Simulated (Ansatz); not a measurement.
**Phonon calculation of Sn (part 2 of 2)**

Sn (1 atom in the cell); DFT, LDA, all-electron LAPW, scalar-relativistic; harmonic phonons by finite displacements, no spin polarisation (Ansatz 0.2.0); 14×14×14 k-mesh, Fermi–Dirac smearing of 0.1 eV. The structure derives from a Materials Project entry. Its volume is 0.98 times that of the source entry. It belongs to a series of runs on one base structure; here: volume scaled by 0.980.

Geometry of the input (Å; fractional positions):
```
-1.7230  1.7225  2.1270
1.7230  -1.7225  2.1270
1.7230  1.7225  -2.1270
Sn 0.0000  0.0000  0.0000
```

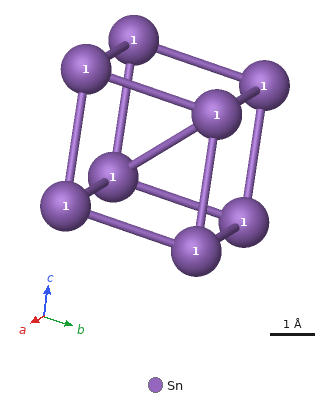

**Figure 1.** The structure as given in the input (ball-and-stick view of the reduced cell, seen slightly off an axis; atoms are numbered from 1 in the order of the input).

The program's output, continued
```
SCF iter   1: F=—  HF=-335889.781669 eV  |F-HF|=—  |Δ(HF+E_count)|=         —  Δρ=1.63e-4  dr2=8.17e-5  ethr=1.89e-7  ⟨swp⟩=5.2  Hψ=92735  notcnv=0
preconditioner: auto → Kerker (q_TF=auto, 2.666 Å⁻¹)  [metal: Δε(μ)=0.008 eV  Ē_g=23.386 eV  σ=0.100 eV  W_gap=0.02  n_scr=20 (ndim 8)  ℏωp=27.6 eV  f_vac=0.000  D(μ)=0.88/eV (n_scr^D=2)]
SCF iter   2: F=—  HF=-335889.781659 eV  |F-HF|=—  |Δ(HF+E_count)|=   1.02e-5  Δρ=1.15e-4  dr2=4.07e-5  ethr=1.86e-7  ⟨swp⟩=2.0  Hψ=31432  notcnv=0
SCF iter   3: F=—  HF=-335889.781651 eV  |F-HF|=—  |Δ(HF+E_count)|=   8.33e-6  Δρ=5.15e-5  dr2=8.61e-6  ethr=9.25e-8  ⟨swp⟩=2.0  Hψ=31432  notcnv=0
iter 4 solved again at ethr=5.48e-10 eV; its pass at ethr=1.96e-8 eV (dr2=2.41e-7 eV) is discarded
SCF iter   4: F=—  HF=-335889.781649 eV  |F-HF|=—  |Δ(HF+E_count)|=   2.09e-6  Δρ=1.35e-5  dr2=2.37e-7  ethr=5.48e-10  ⟨swp⟩=2.0  Hψ=53220  notcnv=0
SCF iter   5: F=—  HF=-335889.781648 eV  |F-HF|=—  |Δ(HF+E_count)|=   1.42e-7  Δρ=3.77e-6  dr2=8.60e-9  ethr=5.40e-10  ⟨swp⟩=2.0  Hψ=31432  notcnv=0
SCF iter   6: F=—  HF=-335889.781648 eV  |F-HF|=—  |Δ(HF+E_count)|=  4.07e-10  Δρ=1.83e-6  dr2=2.82e-9  ethr=1.96e-11  ⟨swp⟩=2.0  Hψ=31432  notcnv=0
SCF iter   7: F=-335889.781648 eV  HF=-335889.781648 eV  |F-HF|=2.91e-10  |Δ(HF+E_count)|=  9.90e-10  Δρ=6.25e-7  dr2=3.08e-10  ethr=6.41e-12  ⟨swp⟩=2.0  Hψ=31432  notcnv=0
SCF 8 converged in 7 iterations: F = -335889.781648 eV  dr2 = 3.08e-10
iter 1 solved again at ethr=8.85e-8 eV; its pass at ethr=1.00e-1 eV (dr2=3.90e-5 eV) is discarded
SCF iter   1: F=—  HF=-335889.781691 eV  |F-HF|=—  |Δ(HF+E_count)|=         —  Δρ=1.41e-4  dr2=3.77e-5  ethr=8.85e-8  ⟨swp⟩=5.4  Hψ=175446  notcnv=0
SCF iter   2: F=—  HF=-335889.781686 eV  |F-HF|=—  |Δ(HF+E_count)|=   5.05e-6  Δρ=9.63e-5  dr2=1.78e-5  ethr=8.58e-8  ⟨swp⟩=2.0  Hψ=58170  notcnv=0
SCF iter   3: F=—  HF=-335889.781682 eV  |F-HF|=—  |Δ(HF+E_count)|=   3.53e-6  Δρ=3.81e-5  dr2=3.76e-6  ethr=4.04e-8  ⟨swp⟩=2.0  Hψ=58170  notcnv=0
iter 4 solved again at ethr=7.54e-11 eV; its pass at ethr=8.54e-9 eV (dr2=3.32e-8 eV) is discarded
SCF iter   4: F=—  HF=-335889.781682 eV  |F-HF|=—  |Δ(HF+E_count)|=   9.11e-7  Δρ=8.72e-6  dr2=3.30e-8  ethr=7.54e-11  ⟨swp⟩=2.0  Hψ=98455  notcnv=0
SCF iter   5: F=—  HF=-335889.781682 eV  |F-HF|=—  |Δ(HF+E_count)|=   4.37e-8  Δρ=3.42e-6  dr2=1.07e-8  ethr=7.50e-11  ⟨swp⟩=2.0  Hψ=58170  notcnv=0
SCF iter   6: F=—  HF=-335889.781682 eV  |F-HF|=—  |Δ(HF+E_count)|=  9.31e-10  Δρ=1.41e-6  dr2=2.58e-9  ethr=2.44e-11  ⟨swp⟩=2.0  Hψ=58170  notcnv=0
SCF iter   7: F=-335889.781682 eV  HF=-335889.781682 eV  |F-HF|=2.33e-10  |Δ(HF+E_count)|=   3.09e-9  Δρ=3.77e-7  dr2=8.18e-11  ethr=5.87e-12  ⟨swp⟩=2.0  Hψ=58170  notcnv=0
SCF 9 converged in 7 iterations: F = -335889.781682 eV  dr2 = 8.18e-11
Basis set: ecut = 208.66469959835544 eV, 347 PW (Γ), FFT grids on a1, a2, −a1+a2+a3, exchange–correlation at level 2
Symmetry: 16 space group operations
k-points: 256 of 1372
iter 1 solved again at ethr=2.43e-5 eV; its pass at ethr=1.00e-1 eV (dr2=1.07e-2 eV) is discarded
SCF iter   1: F=—  HF=-335889.816689 eV  |F-HF|=—  |Δ(HF+E_count)|=         —  Δρ=5.58e-3  dr2=1.09e-2  ethr=2.43e-5  ⟨swp⟩=3.7  Hψ=53748  notcnv=0
preconditioner: auto → Kerker (q_TF=auto, 2.666 Å⁻¹)  [metal: Δε(μ)=0.023 eV  Ē_g=23.147 eV  σ=0.100 eV  W_gap=0.06  n_scr=18 (ndim 8)  ℏωp=27.6 eV  f_vac=0.000  D(μ)=0.88/eV (n_scr^D=2)]
SCF iter   2: F=—  HF=-335889.784903 eV  |F-HF|=—  |Δ(HF+E_count)|=   3.18e-2  Δρ=3.28e-3  dr2=4.44e-3  ethr=2.43e-5  ⟨swp⟩=2.0  Hψ=21634  notcnv=0
SCF iter   3: F=—  HF=-335889.781970 eV  |F-HF|=—  |Δ(HF+E_count)|=   2.93e-3  Δρ=1.91e-3  dr2=1.74e-3  ethr=1.01e-5  ⟨swp⟩=2.0  Hψ=21634  notcnv=0
SCF iter   4: F=—  HF=-335889.781682 eV  |F-HF|=—  |Δ(HF+E_count)|=   2.88e-4  Δρ=8.59e-4  dr2=4.06e-4  ethr=3.95e-6  ⟨swp⟩=2.0  Hψ=21634  notcnv=0
iter 5 solved again at ethr=1.94e-8 eV; its pass at ethr=9.22e-7 eV (dr2=8.53e-6 eV) is discarded
SCF iter   5: F=—  HF=-335889.781721 eV  |F-HF|=—  |Δ(HF+E_count)|=   3.85e-5  Δρ=1.24e-4  dr2=8.50e-6  ethr=1.94e-8  ⟨swp⟩=2.0  Hψ=36612  notcnv=0
SCF iter   6: F=—  HF=-335889.781720 eV  |F-HF|=—  |Δ(HF+E_count)|=   1.78e-7  Δρ=4.28e-5  dr2=8.98e-7  ethr=1.93e-8  ⟨swp⟩=2.0  Hψ=21634  notcnv=0
SCF iter   7: F=—  HF=-335889.781720 eV  |F-HF|=—  |Δ(HF+E_count)|=   1.63e-8  Δρ=8.83e-6  dr2=5.38e-8  ethr=2.04e-9  ⟨swp⟩=2.0  Hψ=21634  notcnv=0
SCF iter   8: F=—  HF=-335889.781720 eV  |F-HF|=—  |Δ(HF+E_count)|=  1.16e-10  Δρ=2.52e-6  dr2=3.70e-9  ethr=1.22e-10  ⟨swp⟩=2.0  Hψ=21634  notcnv=0
SCF iter   9: F=-335889.781720 eV  HF=-335889.781720 eV  |F-HF|=1.75e-10  |Δ(HF+E_count)|=  4.07e-10  Δρ=4.74e-7  dr2=1.37e-10  ethr=8.40e-12  ⟨swp⟩=2.0  Hψ=21634  notcnv=0
SCF 10 converged in 9 iterations: F = -335889.781720 eV  dr2 = 1.37e-10
Symmetry: 4 space group operations
k-points: 256 of 1372 (time reversal used)
iter 1 solved again at ethr=5.68e-8 eV; its pass at ethr=1.00e-1 eV (dr2=2.50e-5 eV) is discarded
SCF iter   1: F=—  HF=-335889.781681 eV  |F-HF|=—  |Δ(HF+E_count)|=         —  Δρ=1.54e-4  dr2=2.33e-5  ethr=5.68e-8  ⟨swp⟩=5.9  Hψ=66205  notcnv=0
preconditioner: auto → Kerker (q_TF=auto, 2.666 Å⁻¹)  [metal: Δε(μ)=0.008 eV  Ē_g=23.414 eV  σ=0.100 eV  W_gap=0.02  n_scr=18 (ndim 8)  ℏωp=27.6 eV  f_vac=0.000  D(μ)=0.88/eV (n_scr^D=2)]
SCF iter   2: F=—  HF=-335889.781677 eV  |F-HF|=—  |Δ(HF+E_count)|=   3.79e-6  Δρ=1.08e-4  dr2=1.18e-5  ethr=5.29e-8  ⟨swp⟩=2.0  Hψ=21635  notcnv=0
SCF iter   3: F=—  HF=-335889.781674 eV  |F-HF|=—  |Δ(HF+E_count)|=   3.30e-6  Δρ=3.10e-5  dr2=1.22e-6  ethr=2.69e-8  ⟨swp⟩=2.0  Hψ=21635  notcnv=0
iter 4 solved again at ethr=2.03e-11 eV; its pass at ethr=2.78e-9 eV (dr2=8.91e-9 eV) is discarded
SCF iter   4: F=—  HF=-335889.781674 eV  |F-HF|=—  |Δ(HF+E_count)|=   3.70e-7  Δρ=5.48e-6  dr2=8.89e-9  ethr=2.03e-11  ⟨swp⟩=2.1  Hψ=36666  notcnv=0
SCF iter   5: F=—  HF=-335889.781674 eV  |F-HF|=—  |Δ(HF+E_count)|=   3.49e-8  Δρ=2.59e-6  dr2=2.78e-9  ethr=2.02e-11  ⟨swp⟩=2.0  Hψ=21635  notcnv=0
SCF iter   6: F=—  HF=-335889.781674 eV  |F-HF|=—  |Δ(HF+E_count)|=   1.51e-9  Δρ=1.05e-6  dr2=5.51e-10  ethr=6.33e-12  ⟨swp⟩=2.0  Hψ=21635  notcnv=0
SCF iter   7: F=-335889.781674 eV  HF=-335889.781674 eV  |F-HF|=0.00e0  |Δ(HF+E_count)|=    0.00e0  Δρ=3.15e-7  dr2=4.57e-11  ethr=2.23e-12 (applied; sched 1.25e-12)  ⟨swp⟩=2.0  Hψ=21635  notcnv=0
SCF 11 converged in 7 iterations: F = -335889.781674 eV  dr2 = 4.57e-11
k-points: 400 of 1372 (time reversal used)
iter 1 solved again at ethr=9.58e-8 eV; its pass at ethr=1.00e-1 eV (dr2=4.22e-5 eV) is discarded
SCF iter   1: F=—  HF=-335889.781629 eV  |F-HF|=—  |Δ(HF+E_count)|=         —  Δρ=1.70e-4  dr2=4.06e-5  ethr=9.58e-8  ⟨swp⟩=5.6  Hψ=101956  notcnv=0
SCF iter   2: F=—  HF=-335889.781623 eV  |F-HF|=—  |Δ(HF+E_count)|=   6.76e-6  Δρ=1.18e-4  dr2=1.96e-5  ethr=9.22e-8  ⟨swp⟩=2.0  Hψ=33810  notcnv=0
SCF iter   3: F=—  HF=-335889.781618 eV  |F-HF|=—  |Δ(HF+E_count)|=   4.94e-6  Δρ=4.53e-5  dr2=3.54e-6  ethr=4.45e-8  ⟨swp⟩=2.0  Hψ=33810  notcnv=0
iter 4 solved again at ethr=3.78e-11 eV; its pass at ethr=8.04e-9 eV (dr2=1.66e-8 eV) is discarded
SCF iter   4: F=—  HF=-335889.781617 eV  |F-HF|=—  |Δ(HF+E_count)|=   1.10e-6  Δρ=7.86e-6  dr2=1.65e-8  ethr=3.78e-11  ⟨swp⟩=2.5  Hψ=57639  notcnv=0
SCF iter   5: F=—  HF=-335889.781617 eV  |F-HF|=—  |Δ(HF+E_count)|=   4.64e-8  Δρ=2.83e-6  dr2=3.74e-9  ethr=3.75e-11  ⟨swp⟩=2.0  Hψ=33810  notcnv=0
SCF iter   6: F=—  HF=-335889.781617 eV  |F-HF|=—  |Δ(HF+E_count)|=   1.40e-9  Δρ=1.29e-6  dr2=1.04e-9  ethr=8.49e-12  ⟨swp⟩=2.0  Hψ=33810  notcnv=0
SCF iter   7: F=-335889.781617 eV  HF=-335889.781617 eV  |F-HF|=3.49e-10  |Δ(HF+E_count)|=   1.51e-9  Δρ=2.77e-7  dr2=5.64e-11  ethr=2.36e-12  ⟨swp⟩=2.0  Hψ=33810  notcnv=0
SCF 12 converged in 7 iterations: F = -335889.781617 eV  dr2 = 5.64e-11
SCF converged after 9 iterations
Free energy (F): -335889.781720 eV
Harris-Foulkes:  -335889.781720 eV  (|F-HF|=0.00e0)
Internal energy: -335889.752179 eV  (E = F + TS)
E sigma→0 (E₀):  -335889.766950 eV
Entropy (-TS):   -0.029542 eV (-14.771 meV/atom)
Fermi energy:    14.858985 eV
--- Per-component energies (eV) ---
  E_band       = -1348.403959
  E_kinetic    = 353170.619474
  E_xc         = -8703.282992
  E_electrostatic = -680357.088661  (all electrons and nuclei)
  E_smearing   = -0.029542  (= −TS)
  E_closure    = 0.000000  (closes the sum)
  E_atoms      = -335880.893080  (free atoms, spherical and without spin; not in F)
  Σ components = -335889.781720   (vs F -335889.781720, Δ=0.00e0)
  Basis errors (estimates in eV, not in F): energy 1.2e-4 per atom: plane waves 1.2e-4 (6.2e-5 summed), levels above the bands 2.0e-47, relativity 1.1e-9, radial functions 2.1e-6, core shells 1.1e-9; eigenvalues (radial functions only) 4.8e-6; not estimated: angular momenta, meshes, grids; target (lapw.basis_error) 5.0e-4; muffin-tin radii Sn 1.569 Å
--- Forces (eV/Å), atoms counted from 1 ---
  atom   1  Sn     0.00000000     0.00000000     0.00000000
  atom   2  Sn    -0.00000000     0.00000000     0.00000000
  max |Σ_I F_I| component: 1.23e-32 eV/Å
--- Band table (eV; the first three rows and the last of 372) ---
  k-point 0: bands = ["-114.1788", "-114.1785", "-70.1037", "-70.1000", "-70.0993", "-70.0993", "-70.0914", "-70.0891", "-6.7473", "-6.6641", "-6.6541", "-6.6539", "-6.5830", "-6.5569", "-6.4762", "-6.4488", "-6.4388", "-6.3715", "3.1339", "9.2400", "10.5296", "17.2962", "18.1713", "21.4081", "21.5763", "22.9195", "23.2151", "23.2209", "25.8739", "27.2428"]
  k-point 1: bands = ["-114.1788", "-114.1785", "-70.1035", "-70.0999", "-70.0996", "-70.0994", "-70.0913", "-70.0892", "-6.7427", "-6.6587", "-6.6577", "-6.6405", "-6.5832", "-6.5517", "-6.4773", "-6.4543", "-6.4422", "-6.3860", "3.2699", "8.0048", "12.0079", "17.4599", "18.3184", "21.5186", "21.6717", "22.2613", "22.6401", "22.6511", "25.0560", "27.2581"]
  k-point 2: bands = ["-114.1788", "-114.1786", "-70.1029", "-70.1002", "-70.0999", "-70.0995", "-70.0909", "-70.0895", "-6.7298", "-6.6716", "-6.6406", "-6.6025", "-6.5866", "-6.5371", "-6.4781", "-6.4697", "-6.4514", "-6.4264", "3.6788", "6.5437", "14.1865", "17.9443", "18.7543", "21.0122", "21.1259", "21.5338", "21.8614", "21.9591", "24.0037", "25.0161"]
  k-point 371: bands = ["-114.1785", "-114.1784", "-70.1032", "-70.1029", "-70.1014", "-70.1009", "-70.0930", "-70.0924", "-6.6200", "-6.6171", "-6.6151", "-6.6135", "-6.5560", "-6.5343", "-6.4832", "-6.4805", "-6.3835", "-6.3791", "10.0505", "10.5666", "11.8564", "12.8292", "13.3111", "14.3075", "15.0841", "15.6126", "24.0846", "24.7953", "25.6012", "26.3474"]
--- Phonons: 8 displaced members + 4 references (amplitude of the first 0.01 Å, Σ member SCF iterations 56) ---
  ASR residual: 3.960e-5 → 0.000e0 eV/Å²; symmetrization residual: 7.937e-5 eV/Å²
  largest component of a force at the reference: 1.2e-32 eV/Å
  ASR residual per site (eV/Å²): 3.96e-5
  Γ frequencies (cm⁻¹): 0.00 0.00 0.00
--- Phonons (by wavevector): 5 wavevectors in 4 supercells ---
  supercell 1 (2 cells, vectors [1, 0, 0], [0, 1, 0], [0, 0, 2] in multiples of the cell's): 2 displaced members by 0.01 Å; free energy -335889.781720 eV; taken off its force constants: by the sum rule 1.2e-5, by the symmetrisation 4.5e-5 eV/Å²
  symmetry images taken by strict's conditions (phonons.symmetry_images: auto; settled by no image being taken that strict refuses)
  supercell 2 (2 cells, vectors [1, 0, 0], [0, 2, 0], [0, 0, 1] in multiples of the cell's): 2 displaced members by 0.01 Å; free energy -335889.781720 eV; taken off its force constants: by the sum rule 4.0e-5, by the symmetrisation 7.9e-5 eV/Å²; Γ matrix within 0.0e0 eV/Å² of supercell 1's
  symmetry images taken by strict's conditions (phonons.symmetry_images: auto; settled by no image being taken that strict refuses)
  supercell 3 (2 cells, vectors [1, 0, 0], [1, 1, 1], [0, 0, 2] in multiples of the cell's): 2 displaced members by 0.01 Å; free energy -335889.781720 eV; taken off its force constants: by the sum rule 4.0e-5, by the symmetrisation 7.4e-5 eV/Å²; Γ matrix within 0.0e0 eV/Å² of supercell 1's
  symmetry images taken by strict's conditions (phonons.symmetry_images: auto; settled by no image being taken that strict refuses)
  supercell 4 (2 cells, vectors [0, 1, 1], [-1, 0, -1], [0, 0, 2] in multiples of the cell's): 2 displaced members by 0.01 Å; free energy -335889.781720 eV; taken off its force constants: by the sum rule 1.4e-5, by the symmetrisation 1.1e-16 eV/Å²; Γ matrix within 0.0e0 eV/Å² of supercell 1's
  symmetry images taken by strict's conditions (phonons.symmetry_images: auto; settled by no image being taken that strict refuses)
  q = [0.0000, 0.0000, 0.0000] (star 1, supercell 1; hermiticity 0.00e0, symmetrization 0.00e0): 0.00 0.00 0.00
  q = [0.0000, 0.0000, -0.5000] (star 2, supercell 1; hermiticity 2.45e-16, symmetrization 0.00e0): 7.64 32.19 106.25
  q = [0.0000, -0.5000, 0.0000] (star 2, supercell 2; hermiticity 2.45e-16, symmetrization 6.59e-33): 19.49 38.06 108.96
  q = [0.0000, -0.5000, -0.5000] (star 2, supercell 3; hermiticity 2.45e-16, symmetrization 0.00e0): 19.64 38.16 109.00
  q = [-0.5000, -0.5000, -0.5000] (star 1, supercell 4; hermiticity 2.45e-16, symmetrization 0.00e0): 65.44 65.51 121.41
  joined force constants: q→R imaginary residual 0.00e0
  density of states and harmonic sums: on the 24×24×26 q-mesh, interpolated from the force constants of a 2×2×2 supercell (no non-analytic term)
  largest difference from the sums on the solved wave vectors: F 4.82e-2 eV, S 8.05e-5 and C_V 3.23e-5 eV/K
  zero-point energy: 0.010879 eV/cell   skipped modes (ω ≤ 0): 3   left out of the sums: 6.68e-5 of the cell's modes: C_V's classical limit lies that fraction below 3 k_B per atom; for a crystal, a wire or a layer, F and S can be off by more, and a phonons.interpolated_qmesh denser along its periods is the remedy for the sampling
```

File phthermo.tsv
```
# format = ansatz-phthermo/1
# interpolated_qmesh = 24 24 26
# force_constants_supercell = 2 2 2
# non_analytic_term = not included (the non-analytic LO-TO correction is not applied to the interpolated dynamical matrix; polar crystals: no LO-TO splitting at GAMMA, and LO and other optical branches, acoustic branches and sound speeds, and with them the density of states and the thermodynamics, can be off between the wave vectors that the force constants were sampled on, most near GAMMA; a larger extent of the force constants narrows that region and is not shown to mend the acoustic slopes)
# zero_point_energy_ev = 1.0879425621e-2
# n_skipped_modes = 3
# share_of_modes_left_out = 6.6773504274e-5
# rigid_motions_known_by = geometry
# t_k	f_vib_ev	s_ev_per_k	c_v_ev_per_k
0.0000	1.0879425621e-2	0.0000000000e0	0.0000000000e0
100.0000	-7.5775638179e-3	3.5293443801e-4	2.4074778323e-4
200.0000	-5.2403362452e-2	5.2527076425e-4	2.5381153361e-4
300.0000	-1.1044582768e-1	6.2877460034e-4	2.5639562862e-4
400.0000	-1.7719328141e-1	7.0267941570e-4	2.5731307169e-4
500.0000	-2.5044065478e-1	7.6014830982e-4	2.5774003567e-4
600.0000	-3.2887722701e-1	8.0716235272e-4	2.5797258554e-4
700.0000	-4.1163326189e-1	8.4694037921e-4	2.5811301696e-4
800.0000	-4.9808917443e-1	8.8141293094e-4	2.5820424753e-4
900.0000	-5.8778104878e-1	9.1182884109e-4	2.5826683369e-4
1000.0000	-6.8034846127e-1	9.3904240991e-4	2.5831162057e-4
```
